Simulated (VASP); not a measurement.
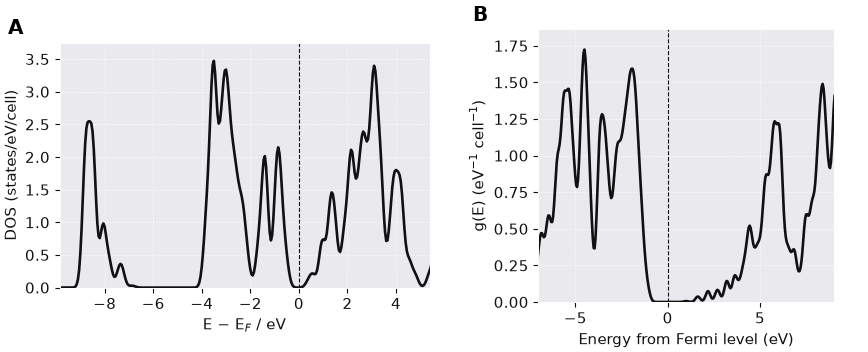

Two computed total densities of states (energies from the Fermi level, put mid-gap where there is a gap; curves built from the levels of the k mesh are broadened by Gaussians of 0.3 to 0.4 eV).

**Match each plot to its system.**
1. PbSe, space group Imm2 (No. 44), 2 atoms in the cell, zincblende type, shear (xy) strain +1.9%; r2SCAN, VASP
2. MgO, space group P4/mmm, 2 atoms in the cell, CsCl type, biaxial (xy) strain +2.5%; PBE, VASP

A is 1 (PbSe: gap 0.8 eV, 2 atoms in the cell); B is 2 (MgO: gap 2.0 eV, 2 atoms in the cell).
